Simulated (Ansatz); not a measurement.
System: Bi$_{2}$S$_{3}$.

The calculation's input:

```
crystal:
  lattice:
    - [11.345, 0.0, 0.0]
    - [0.0, 3.994, 0.0]
    - [0.0, 0.0, 11.193]
  atoms:
    - { symbol: Bi, position: [0.4835, 0.25, 0.3257] }
    - { symbol: Bi, position: [0.0165, 0.75, 0.8257] }
    - { symbol: Bi, position: [0.9835, 0.25, 0.1743] }
    - { symbol: Bi, position: [0.5165, 0.75, 0.6743] }
    - { symbol: Bi, position: [0.3407, 0.75, 0.0339] }
    - { symbol: Bi, position: [0.1593, 0.25, 0.5339] }
    - { symbol: Bi, position: [0.8407, 0.75, 0.4661] }
    - { symbol: Bi, position: [0.6593, 0.25, 0.9661] }
    - { symbol: S, position: [0.2835, 0.25, 0.1943] }
    - { symbol: S, position: [0.2165, 0.75, 0.6943] }
    - { symbol: S, position: [0.7835, 0.25, 0.3057] }
    - { symbol: S, position: [0.7165, 0.75, 0.8057] }
    - { symbol: S, position: [0.5495, 0.75, 0.1286] }
    - { symbol: S, position: [0.9505, 0.25, 0.6286] }
    - { symbol: S, position: [0.0495, 0.75, 0.3714] }
    - { symbol: S, position: [0.4505, 0.25, 0.8714] }
    - { symbol: S, position: [0.3767, 0.75, 0.4414] }
    - { symbol: S, position: [0.1233, 0.25, 0.9414] }
    - { symbol: S, position: [0.8767, 0.75, 0.0586] }
    - { symbol: S, position: [0.6233, 0.25, 0.5586] }
basis:
  ecutwfc: 420
kpoints:
  mp_grid: { grid: [4, 8, 4] }
hamiltonian:
  xc: pbe
scf:
  occupations: { method: gaussian, width: 0.02 }
output:
  forces: true
  stress: true
  eigenvalues: true
  write_density: true
  write_potential: true
  elf: true
  volumetric_format: npy
relax:
  adjacent_minimum: "off"
  f_tol: 0.005
  max_steps: 80
  cell: { stress_tol: 0.05 }
```

Command:

```sh
ansatz run input.yaml --threads 8 --pin off --max-ram 22528MiB --backend cpu --events-out ev --progress --plain --runs-dir out
```

Below, planes, directions and counts refer to the conventional cell (a = 11.84 Å, b = 4.02 Å, c = 11.19 Å, α = 90.00°, β = 90.00°, γ = 90.00°).

The fields are those of the relaxed geometry.

Space group Pnma.

Level of theory: DFT PBE, scalar-relativistic, plane waves, PAW (Ansatz).

### What will maps of the valence pseudo-density and electron localisation function show?

Bi–S (2.62 Å): the density is about 0.46 e/Å³ at the midpoint; the ELF peaks at about 0.85 in the valence shell of S, 0.9 Å from its nucleus, and is about 0.50 at the midpoint.
Bi–S (2.71 Å): the density is about 0.39 e/Å³ at the midpoint; the ELF peaks at about 0.85 in the valence shell of S, 0.8 Å from its nucleus, and drops to about 0.30 between the two atoms.

### Metal or insulator at this level of theory?

It is gapped, with a Kohn–Sham gap of 1.4 eV on the k-point mesh, an upper bound to the gap of this method.

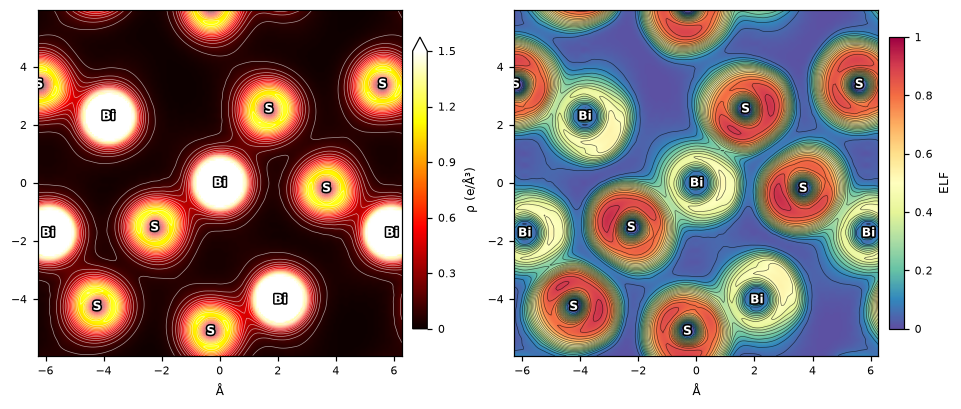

Computed valence pseudo-density and electron localisation function on the (010) plane of the conventional cell, in this order. 

In a PAW calculation such maps are meaningful between the atoms, not at the nuclei.
